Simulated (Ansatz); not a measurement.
W13S29 (cell with a defect)

```cif
data_structure
_symmetry_space_group_name_H-M 'P 1'
_symmetry_Int_Tables_number 1
_cell_length_a 8.4341
_cell_length_b 8.4341
_cell_length_c 14.8713
_cell_angle_alpha 90.000
_cell_angle_beta 90.000
_cell_angle_gamma 120.000
_cell_volume 916.12
loop_
_atom_site_label
_atom_site_type_symbol
_atom_site_fract_x
_atom_site_fract_y
_atom_site_fract_z
_atom_site_occupancy
S1 S 0.52381 0.61905 0.25000 1
W1 W 0.66918 0.32655 0.25000 1
W2 W 0.81631 0.05692 0.25000 1
W3 W 0.08594 0.47367 0.25000 1
W4 W 0.23144 0.18318 0.25000 1
W5 W 0.38031 0.91141 0.25000 1
W6 W 0.95968 0.76255 0.25000 1
W7 W 0.33336 0.66666 0.75000 1
W8 W 0.47619 0.38098 0.75000 1
W9 W 0.61904 0.09523 0.75000 1
W10 W 0.90476 0.52382 0.75000 1
W11 W 0.04762 0.23809 0.75000 1
W12 W 0.19048 0.95238 0.75000 1
W13 W 0.76188 0.80950 0.75000 1
S2 S 0.52381 0.61905 0.64433 1
S3 S 0.66666 0.33334 0.64435 1
S4 S 0.80952 0.04761 0.64435 1
S5 S 0.09525 0.47620 0.64435 1
S6 S 0.23810 0.19048 0.64435 1
S7 S 0.38095 0.90476 0.64435 1
S8 S 0.95238 0.76191 0.64435 1
S9 S 0.33089 0.66698 0.14891 1
S10 S 0.47587 0.37820 0.14891 1
S11 S 0.61911 0.09133 0.14333 1
S12 S 0.90078 0.52374 0.14333 1
S13 S 0.05153 0.24207 0.14333 1
S14 S 0.19048 0.95238 0.14204 1
S15 S 0.76466 0.81196 0.14891 1
S16 S 0.52381 0.61905 0.85567 1
S17 S 0.66666 0.33334 0.85565 1
S18 S 0.80952 0.04761 0.85565 1
S19 S 0.09525 0.47620 0.85565 1
S20 S 0.23810 0.19048 0.85565 1
S21 S 0.38095 0.90476 0.85565 1
S22 S 0.95238 0.76191 0.85565 1
S23 S 0.33089 0.66698 0.35109 1
S24 S 0.47587 0.37820 0.35109 1
S25 S 0.61911 0.09133 0.35667 1
S26 S 0.90078 0.52374 0.35667 1
S27 S 0.05153 0.24207 0.35667 1
S28 S 0.19048 0.95238 0.35796 1
S29 S 0.76466 0.81196 0.35109 1
```

The calculation used Ansatz, DFT PBE, scalar-relativistic, plane waves, PAW.

The density is the valence pseudo-density of a PAW calculation; it isn't the true density close to the nuclei.

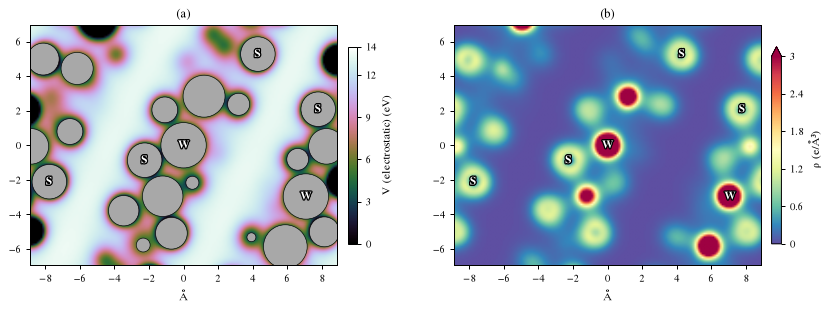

Figure 1. (a) electrostatic potential (local pseudopotential plus Hartree) felt by an electron; (b) valence charge density (pseudo) on the (111) plane of the calculation cell. Grey discs cover the atomic cores in the potential map.

> What do the fields say about this system?

The section cuts through W and S sites. Atoms just off the plane (S, 0.4 Å away and W, 0.3 Å away) can leave unmarked features too. W–S (2.41 Å): ρ is about 0.62 e/Å³ halfway. Between the atoms the lowest density in this plane is 0.003 e/Å³. Outside the cores the potential energy rises away from the atoms and is highest about 2.3 Å from the nearest atoms; its zero is arbitrary.

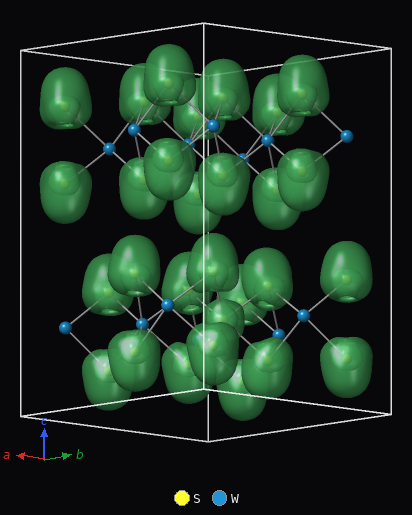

Figure 2. Isosurface of the electron localisation function at 0.75 (green), seen at an oblique angle. Only the valence region is drawn (cores and ρ < 0.01 e/Å³ removed). Sticks mark near contacts.

> Where are the electrons localised?

At this value the surface marks out 29 regions wrapped around S (the valence shell of each), counted in one cell of 42 atoms. Any copies at cell faces, edges or corners count once. Profiles from the grid: S–S (2.39 Å): the ELF peaks at about 0.85 in the valence shell of S, 0.7 Å from its nucleus, and drops to about 0.60 between the two atoms. W–S (2.41 Å): the ELF peaks at about 0.85 in the valence shell of S, 0.8 Å from its nucleus, and is about 0.45 at the midpoint.

> Does the calculation make it a metal, or give it a gap?

It is gapped, with a Kohn–Sham gap of 0.43 eV on the k-point mesh (the band edges may lie off the mesh, which would make the gap smaller).
